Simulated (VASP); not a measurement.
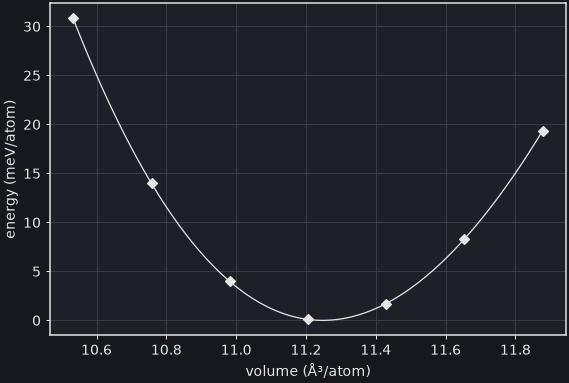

The plot gives the computed energy against volume for AlCo, space group Pm-3m (No. 221).

Structure:
```cif
data_structure
_symmetry_space_group_name_H-M 'P 1'
_symmetry_Int_Tables_number 1
_cell_length_a 2.8194
_cell_length_b 2.8194
_cell_length_c 2.8194
_cell_angle_alpha 90.000
_cell_angle_beta 90.000
_cell_angle_gamma 90.000
_cell_volume 22.41
loop_
_atom_site_label
_atom_site_type_symbol
_atom_site_fract_x
_atom_site_fract_y
_atom_site_fract_z
_atom_site_occupancy
Co1 Co 0.50000 0.50000 0.50000 1
Al1 Al 0.00000 0.00000 0.00000 1
```

Method: plane-wave DFT, collinear spins; energies at scaled volumes of the given cell, shape and fractions fixed, counted from the fit's minimum, third-order Birch-Murnaghan fit (VASP 6.6.1). Level: PBEsol, collinear spin.

- k mesh: 9×9×9
- occupations: Fermi–Dirac
- smearing width: 0.05 eV
- potentials: VASP PAW PBE potentials, recommended
- wave cutoff: 520 eV

This calculation gives: equilibrium volume 11.25 Å³/atom and bulk modulus 194 GPa.

Now Co is replaced by Ni on all its sites, which gives AlNi in the same structure. What happens?

The equilibrium volume rises from 11.25 to 11.73 Å³/atom (+4.3 %) and the bulk modulus falls from 194 to 173 GPa (−11 %).

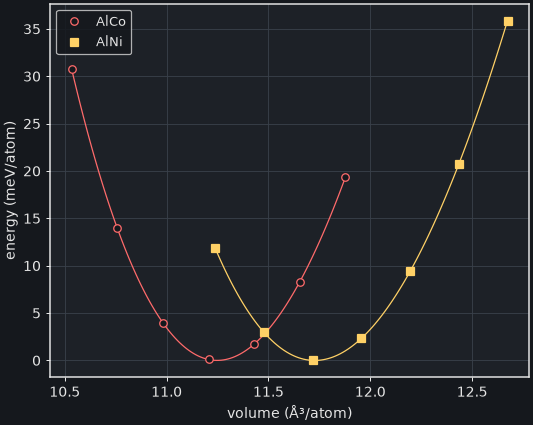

The two results together.

V0 and the bulk modulus come from third-order Birch–Murnaghan fits.
